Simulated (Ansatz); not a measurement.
Input

```
crystal:
  lattice:
    - [0.0, -2.82685, -2.82685]
    - [2.82685, 0.0, -2.82685]
    - [2.82685, -2.82685, 0.0]
  atoms:
    - { symbol: As, position: [0.5, 0.5, 0.5] }
    - { symbol: Ga, position: [0.75, 0.75, 0.75] }
basis:
  ecutwfc: 500
kpoints:
  mp_grid: { grid: [8, 8, 8] }
hamiltonian:
  xc: r2scan
scf:
  occupations: { method: gaussian, width: 0.02 }
output:
  forces: true
  stress: true
  eigenvalues: true
  write_density: true
  write_potential: true
  elf: true
  volumetric_format: npy
relax:
  adjacent_minimum: "off"
  f_tol: 0.005
  max_steps: 80
  cell: { stress_tol: 0.05 }
```

Launched as:

```sh
ansatz run input.yaml --threads 2 --pin off --max-ram 5120MiB --backend cpu --events-out ev --progress --plain --runs-dir out
```

Below, planes, directions and counts refer to the conventional cell (a = 5.67 Å, b = 5.67 Å, c = 5.67 Å, α = 90.00°, β = 90.00°, γ = 90.00°).

The fields are those of the run's last geometry, not of the input's.

Space group F-43m.

Method: DFT r2SCAN, scalar-relativistic, plane waves, PAW (Ansatz 0.2.0).

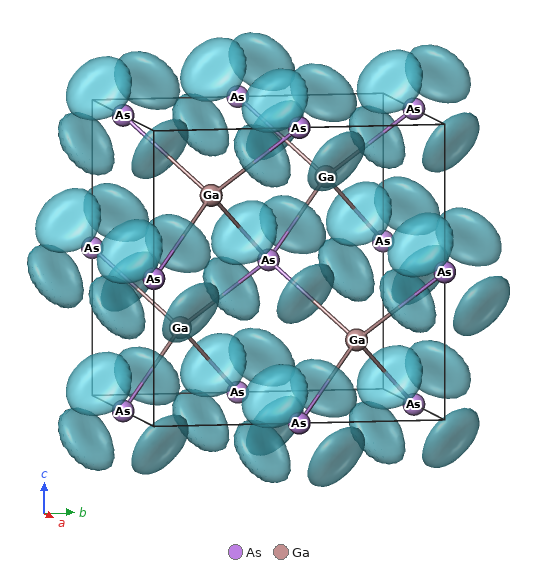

GaAs. Isosurface of the electron localisation function at 0.7 (cyan), seen slightly off an axis. Core shells and regions of very low density are left out. Sticks mark near contacts.

In a PAW calculation such maps are meaningful between the atoms, not at the nuclei.

### Identify the bonds, lone pairs and shells in this picture.

The ELF exceeds this value in 16 regions between bonded As–Ga atoms (shared pairs), counted in one cell of 8 atoms. Regions shared between cells count once.

Values along the shortest contacts:
Ga–As (2.45 Å): the ELF peaks at about 0.80 between the atoms; a shared electron pair.

### Does the calculation give a band gap?

It is gapped, with a Kohn–Sham gap of 0.96 eV on the k-point mesh, an upper bound to the gap of this method.
